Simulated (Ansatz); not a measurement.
## Single-point calculation of SnO₂

The run: single-point calculation of SnO₂ (12 atoms in the cell). Method and program: DFT LDA, scalar-relativistic, plane waves, PAW, no spin polarisation (Ansatz 0.2.0).

The structure derives from a Materials Project entry. It belongs to a series of runs on one base structure; here: band edges sought over the zone.

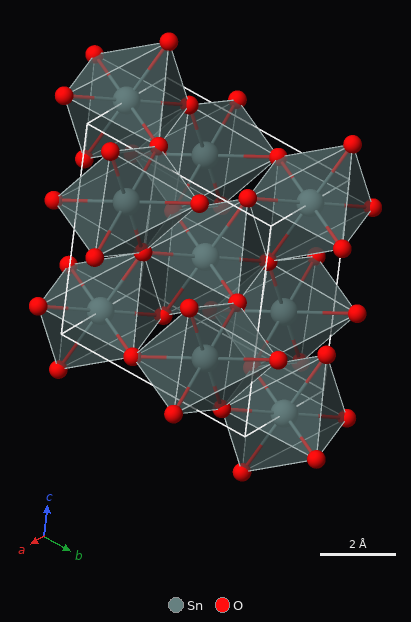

Figure 1. The structure (polyhedral view of the cell of the calculation, seen slightly off an axis; polyhedra are completed across the faces of the cell). An atom can appear more than once, as a periodic image.

The input:
```yaml
crystal:
  lattice:
    - [-3.190424003, 3.3392222528, 3.339222605]
    - [3.190424003, -3.3392222528, 3.339222605]
    - [3.2420786356, 3.2851584988, -3.3932863647]
  atoms:
    - { symbol: Sn, position: [0.9999963859, 0.2499966949, 0.7500000167] }
    - { symbol: Sn, position: [3.6141e-06, 0.7500033051, 0.2499999833] }
    - { symbol: Sn, position: [0.5, 0.5, 0.5] }
    - { symbol: Sn, position: [0.5, 0.0, 0.0] }
    - { symbol: O, position: [0.1945049397, 0.1945173939, 0.5014943166] }
    - { symbol: O, position: [0.6942356234, 0.7508182485, 0.9435436833] }
    - { symbol: O, position: [0.1945048807, 0.6945129748, 1.001489884] }
    - { symbol: O, position: [0.3057675241, 0.7491849053, 0.5564563885] }
    - { symbol: O, position: [0.6942324759, 0.2508150947, 0.4435436115] }
    - { symbol: O, position: [0.3057643766, 0.2491817515, 0.0564563167] }
    - { symbol: O, position: [0.8054951193, 0.3054870252, -0.001489884] }
    - { symbol: O, position: [0.8054950603, 0.8054826061, 0.4985056834] }
basis:
  ecutwfc: 420
kpoints:
  mp_grid: { grid: [6, 6, 6] }
  band_path: { path: [VBM, CBM], npoints: 2 }
hamiltonian:
  xc: lda
scf:
  occupations: { method: gaussian, width: 0.02 }
output:
  forces: true
  stress: true
  eigenvalues: true
checkpoint:
  read: start.run
  write: ck
  compress: false
  write_wavefunctions: false
  write_every: 100000
```

Run on 2 threads of Intel Xeon (Granite Rapids), 32 GiB of memory available, shared host.

Launched with:
```bash
ansatz run input.yaml --threads 2 --pin off --max-ram 5120MiB --backend cpu --events-out ev --progress --plain --runs-dir out
```

Output:
```
Warning: the atoms were moved onto the symmetric positions of the space group found under crystal.symmetry.tolerance 1.0e-5 (fractional; no operation is sought that the atoms, as they stand in a round, miss by more than twice it, and no atom is moved by as much as it), and the run uses the moved positions. Before a round's move an operation carried an atom to 4.64e-5 Å from where it should land, the largest such distance. Atom 0 (counting from 0) moved farthest, by 2.32e-5 Å; the longest move in fractions of the cell, of whichever atom, is 0.48 of the tolerance, in 1 round. To run the atoms as typed, lower crystal.symmetry.tolerance until the operations that they miss are no longer found, or set crystal.symmetry.detect: false (a key that needs symmetry detection or time reversal refuses this as the deck is read). The positions used, in the order of the run's atom list: position: [1.0, 0.25, 0.75]; position: [-4.001807159302942e-17, 0.75, 0.25]; position: [0.5, 0.5, 0.5]; position: [0.5, 0.0, 0.0]; position: [0.19450491020000002, 0.19451518434999998, 0.5014921003]; position: [0.69423404965, 0.7508166716, 0.9435436474]; position: [0.19450491020000002, 0.69451518435, 1.0014921003]; position: [0.30576595035, 0.7491833284, 0.5564563525999999]; position: [0.69423404965, 0.2508166716, 0.4435436474]; position: [0.30576595035, 0.2491833284, 0.05645635259999999]; position: [0.8054950898, 0.30548481565, -0.0014921002999999436]; position: [0.8054950898, 0.80548481565, 0.4985078997];
Warning: checkpoint.read: the run can stay near the saved state's solution: 10 site(s) moved relative to the saved geometry (max |Δs| = 3.614e-6 fractional); the SCF starts from the saved state under `checkpoint.density_extrapolation: transplant`, in force with no word given. A run without `checkpoint.read` takes nothing of the state. A lower free energy from it at the same positions (and U, V and field ramp, if any) shows a solution that this start missed, and an equal or higher one rules none out (checkpoint.read, Limitations, in the input reference)
Engine: ansatz 0.2.0, x86_64-unknown-linux-gnu
Pseudopotentials: kind: paw
Pseudopotential: Sn, paw, valence charge 14, recommended cutoff 420 eV (normal), Sn.paw.azcp
Pseudopotential: O, paw, valence charge 6, recommended cutoff 420 eV (normal), O.paw.azcp
Functional definition: SPW92
  exchange = slater_x
  correlation = pw_c
Crystal: 12 atoms, lattice volume = 142.298 Å³
Basis set: ecut = 420 eV, 2789 PW (Γ)
Bands: 64, of which v1, the nominal top of the filled ones, is band 52 counted from 1 (51 counted from 0)
Symmetry: 4 space group operations
Space group: P-1 (ITA 2), of the structure as read, at distance tolerance 5.2e-5 Å
k-points: 112 of 216
Non-local potential: Sn, projectors of the file, l = 0: 2, l = 1: 2, l = 2: 2, l = 3: 2
Non-local potential: O, projectors of the file, l = 0: 2, l = 1: 2, l = 2: 1
PAW form: soft (Blöchl's): semilocal exchange-correlation on the pseudo side does not see the compensation charge
PAW frozen core: Sn, regenerated for the run's functional, and the local potential with it (the file was generated under x = pbe(κ = 0.804, μ = 0.2195149727645171), c = pbe(β = 0.06672455060314922))
PAW frozen core: O, regenerated for the run's functional, and the local potential with it (the file was generated under x = pbe(κ = 0.804, μ = 0.2195149727645171), c = pbe(β = 0.06672455060314922))
PAW one-centre angular grid: Sn, 590 points (default); XC on 64 Gauss nodes
PAW one-centre angular grid: O, 110 points (default); XC on 64 Gauss nodes
Initial density: read from a saved state, or passed on in memory by an earlier SCF of this step, an earlier step, the calling program or the single point that the run made first, carried with its atoms to this geometry
Initial wavefunctions: pseudopotential atomic-orbital guess
Functional: x = slater, c = lda
iter 1 solved again at ethr=9.88e-8 eV; its pass at ethr=3.10e-3 eV (dr2=1.03e-4 eV) is discarded
SCF iter   1: F=—  HF=-27960.706173 eV  |F-HF|=—  |Δ(HF+E_count)|=         —  Δρ=4.14e-6  dr2=1.63e-8  ethr=9.88e-8  ⟨swp⟩=3.8  Hψ=51871  notcnv=0
eigensolver tolerance schedule: the retry pair's looser diagonalisation over-reported the residual by 6291.41 of it (diagonalisation noise at 0.25 of the residual, at the tolerance the schedule requests for it); recorded, not acted on — ethr = c·dr2/N_el stays at c = 1.0e-1
preconditioner: auto → Resta (q_TF=auto, 2.589 Å⁻¹)  ε∞=3.7  [insulator: Δε(μ)=1.128 eV  Ē_g=19.454 eV  σ=0.020 eV  W_gap=1.00  n_scr=42 (ndim 8)  ℏωp=31.7 eV  f_vac=0.013  D(μ)=0.00/eV (n_scr^D=0)  ε∞_Penn≈3.7]
SCF iter   2: F=—  HF=-27960.706174 eV  |F-HF|=—  |Δ(HF+E_count)|=   2.84e-7  Δρ=2.63e-6  dr2=7.08e-9  ethr=1.57e-11  ⟨swp⟩=9.0  Hψ=31849  notcnv=0
SCF iter   3: F=-27960.706174 eV  HF=-27960.706174 eV  |F-HF|=5.35e-10  |Δ(HF+E_count)|=  4.87e-10  Δρ=1.28e-6  dr2=1.81e-9  ethr=6.81e-12  ⟨swp⟩=2.1  Hψ=18603  notcnv=0
SCF 1 converged in 3 iterations: F = -27960.706174 eV  dr2 = 1.81e-9
  greatest PAW one-centre occupation: 0.998 electrons in one spin orbital (limit 2), on the Sn atom at site 1 (counted from 0), in its partial waves of l = 2
NSCF: frozen V_eff on 112 k-points
NSCF: frozen V_eff on 112 k-points
NSCF: frozen V_eff on 28 k-points
NSCF: frozen V_eff on 12 k-points
NSCF: frozen V_eff on 7 k-points
NSCF: frozen V_eff on 7 k-points
NSCF: frozen V_eff on 7 k-points
NSCF: frozen V_eff on 7 k-points
NSCF: frozen V_eff on 3 k-points
SCF converged after 3 iterations
Free energy (F): -27960.706174 eV
Harris-Foulkes:  -27960.706174 eV  (|F-HF|=5.35e-10)
Internal energy: -27960.706174 eV  (E = F + TS)
E sigma→0 (E₀):  -27960.706174 eV
Fermi energy:    9.810438 eV
--- Per-component energies (eV) ---
  E_band       = -253.214786
  E_kinetic    = 2162.761697
  E_local      = -5683.082760  (includes V_loc(G=0)·N_el)
  E_nonlocal   = 302.061287
  E_hartree    = 2941.696133
  E_xc         = -2084.065528
  E_vxc        = -1128.940725  (∫ρ·V_xc dr)
  E_paw        = -17205.400740  (= ΣΔE_a)
  E_vpaw       = -1789.426513  (= ΣTr[D̂ρ^β])
  E_aug_tail   = 0.020339  (compensation charges beyond the density's cutoff)
  E_ewald      = -8397.171569
  E_core_change = 2.474965  (= ΣΔE_core)
  E_smearing   = -0.000000  (= −TS)
  E_closure    = -0.000000  (closes the sum)
  Σ components = -27960.706174   (vs F -27960.706174, Δ=0.00e0)
--- Forces (eV/Å), atoms counted from 1 ---
  atom   1  Sn     0.00000000     0.00000000     0.00000000
  atom   2  Sn     0.00000000     0.00000000     0.00000000
  atom   3  Sn     0.00000000    -0.00000000    -0.00000000
  atom   4  Sn     0.00000000    -0.00000000     0.00000000
  atom   5  O     -0.00092290     0.00181127     0.00228058
  atom   6  O      0.00001775     0.00196049     0.00177202
  atom   7  O     -0.00092290     0.00181127     0.00228058
  atom   8  O     -0.00001775    -0.00196049    -0.00177202
  atom   9  O      0.00001775     0.00196049     0.00177202
  atom  10  O     -0.00001775    -0.00196049    -0.00177202
  atom  11  O      0.00092290    -0.00181127    -0.00228058
  atom  12  O      0.00092290    -0.00181127    -0.00228058
  max |Σ_I F_I| component: 8.67e-19 eV/Å
--- Stress (GPa, compression-positive) ---
       -2.167214       0.093050       0.811851
        0.093050       2.127020       0.273630
        0.811851       0.273630      -1.171633
  P = ⅓ Tr σ = -0.4039 GPa (-4.039 kbar)
--- Band table (eV; the first three rows and the last of 112) ---
  k-point 0: bands = ["-11.7657", "-11.5004", "-11.4353", "-11.0692", "-11.0430", "-10.9708", "-10.7171", "-10.7146", "-10.6766", "-10.6324", "-10.5610", "-10.5595", "-10.5378", "-10.4962", "-10.4676", "-10.4628", "-10.4587", "-10.4464", "-10.4327", "-10.4243", "-9.5311", "-7.6109", "-7.5509", "-7.5089", "-7.4724", "-6.2145", "-6.1625", "-5.6976", "0.9919", "1.0301", "1.0630", "4.0781", "4.1249", "5.0888", "5.1297", "5.1423", "6.0489", "6.6193", "6.6669", "6.8574", "6.8714", "7.1570", "7.3376", "7.9134", "7.9923", "8.2655", "8.2776", "8.3875", "8.4349", "8.4681", "8.4963", "9.2465", "10.3744", "13.9600", "13.9985", "15.0737", "15.2279", "15.2927", "17.8736", "17.9426", "19.3782", "19.4223", "19.9111", "19.9171"]
  k-point 1: bands = ["-11.7105", "-11.5353", "-11.3943", "-11.0679", "-10.9830", "-10.9643", "-10.7917", "-10.7398", "-10.7001", "-10.6390", "-10.5551", "-10.5531", "-10.5367", "-10.4978", "-10.4812", "-10.4683", "-10.4621", "-10.4563", "-10.4554", "-10.4357", "-9.4496", "-7.7112", "-7.5169", "-7.5003", "-7.4111", "-6.2533", "-6.1932", "-5.7684", "1.0728", "1.2190", "1.3524", "4.2820", "4.3247", "4.8243", "5.1904", "5.2676", "5.6025", "6.1681", "6.4871", "6.5383", "6.7804", "7.4186", "7.5961", "7.6872", "7.7043", "8.2230", "8.2437", "8.3148", "8.3545", "8.4434", "8.4653", "9.1306", "11.1661", "14.1116", "14.2274", "15.1387", "15.6079", "15.6958", "17.8773", "18.0726", "18.8378", "19.5742", "19.7926", "20.2082"]
  k-point 2: bands = ["-11.5744", "-11.5402", "-11.2769", "-11.1445", "-11.0993", "-10.9031", "-10.8525", "-10.8302", "-10.6675", "-10.6130", "-10.5638", "-10.5383", "-10.5369", "-10.5124", "-10.5033", "-10.4967", "-10.4826", "-10.4698", "-10.4650", "-10.4570", "-9.1837", "-8.1653", "-7.4900", "-7.3821", "-7.1551", "-6.4937", "-6.1233", "-5.9192", "1.3507", "1.6281", "2.1019", "4.0814", "4.5912", "4.8562", "4.8804", "5.2408", "5.4067", "5.6259", "6.1951", "6.2667", "6.5885", "6.9207", "7.2342", "7.6873", "7.9068", "8.0194", "8.1276", "8.2333", "8.3214", "8.4341", "8.5553", "8.9238", "12.5145", "14.2314", "14.8008", "15.3259", "16.4920", "16.6666", "17.7796", "18.3032", "18.4460", "18.7368", "19.6864", "20.1593"]
  k-point 111: bands = ["-11.5354", "-11.4852", "-11.4694", "-11.4196", "-11.0521", "-11.0247", "-10.7199", "-10.7038", "-10.6794", "-10.6717", "-10.5577", "-10.5346", "-10.5140", "-10.5040", "-10.4850", "-10.4754", "-10.4698", "-10.4447", "-10.4393", "-10.4233", "-7.7587", "-7.7477", "-7.6930", "-7.6684", "-7.6593", "-7.6104", "-6.1234", "-6.0646", "1.8595", "1.8600", "3.6650", "3.7659", "4.8910", "4.9910", "5.2956", "5.3002", "5.4465", "5.4900", "6.0210", "6.1568", "6.5454", "6.5872", "7.1797", "7.1949", "7.5014", "7.5455", "7.8296", "7.8987", "7.9137", "8.0280", "8.3201", "8.4085", "13.8932", "13.9424", "15.2788", "15.2872", "16.5200", "16.5264", "18.8065", "18.8498", "19.4904", "19.5539", "20.0536", "20.0824"]
```

Summary:

| quantity | value |
| --- | --- |
| outcome | converged |
| space group (tolerance 0.01 Å) | P-1 (2) |
| electrons treated | 104 |
| free energy | −27960.7062 eV |
| Fermi energy | 9.810 eV |
| gap on the k-point mesh | 1.13 eV |
| gap on the band path | 1.13 eV |
| pressure | −0.40 GPa |
| largest force (length of the vector) | 0.003 eV/Å |
| wall time | 31 s (CPU time 60 s) |
| peak memory | 0.93 GiB |

Remarks:

The program warns: the structure was made exactly symmetric.
